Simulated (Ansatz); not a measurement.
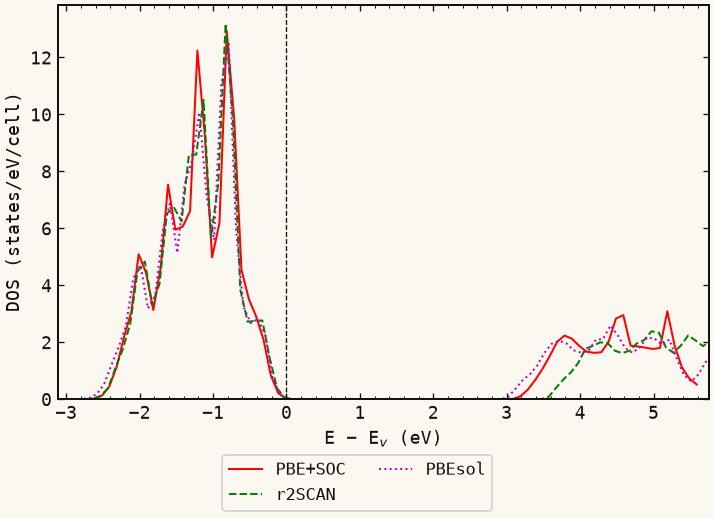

Total densities of states of SrO, space group P6_3/mmc, 4 atoms in the cell, by three methods on the same cell. Each is counted from its own valence-band top.

### How do the methods compare?

PBE+SOC gives a gap of 2.97 eV, r2SCAN gives a gap of 3.52 eV and PBEsol gives a gap of 2.83 eV.

Settings. PBE+SOC: DFT PBE, spin-orbit coupling, plane waves, PAW, 9×9×4 k mesh, 420 eV cutoff (Ansatz 0.2.0). r2SCAN: DFT r2SCAN, scalar-relativistic, plane waves, PAW, no spin polarisation, 9×9×4 k mesh, 500 eV cutoff (Ansatz 0.2.0). PBEsol: DFT PBEsol, scalar-relativistic, plane waves, PAW, no spin polarisation, 9×9×4 k mesh, 420 eV cutoff, Gaussian smearing of 0.02 eV (Ansatz 0.2.0).
